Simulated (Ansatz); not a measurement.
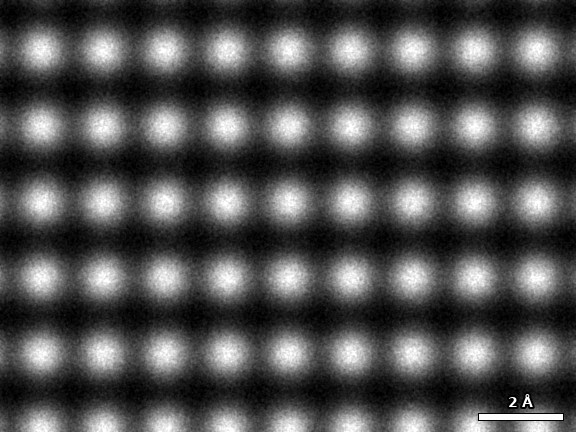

iDPC-like image of Pt (Pm-3m, No. 221). Simulated as the projected potential of neutral atoms (B = 0.5 Å²) blurred by a 0.73 Å probe, the thin-sample limit of integrated differential phase contrast. Shot noise was added. Structure: the geometry given to an electronic-structure calculation, possibly off equilibrium; the starting structure was generated, so it need not be a known form of this composition.

Space group Pm-3m (No. 221). a = 2.604 Å, b = 2.604 Å, c = 2.604 Å, α = 90.00°, β = 90.00°, γ = 90.00°
```json
{"atom": "Pt", "site": "1a", "symmetry": "m-3m", "x": "0.0000", "y": "0.0000", "z": "0.0000"}
```

Question: Along which zone axis is the crystal seen: [001], [210], [211] or [221]? (Directions equivalent by symmetry count as one.)

Answer: [211]. The projected cells are 2.60 × 2.60 Å, 90° for [001]; 1.16 × 2.60 Å, 90° for [210]; 1.50 × 1.84 Å, 90° for [211]; 1.23 × 1.94 Å, 108° for [221], and the image repeats as the [211] one does.
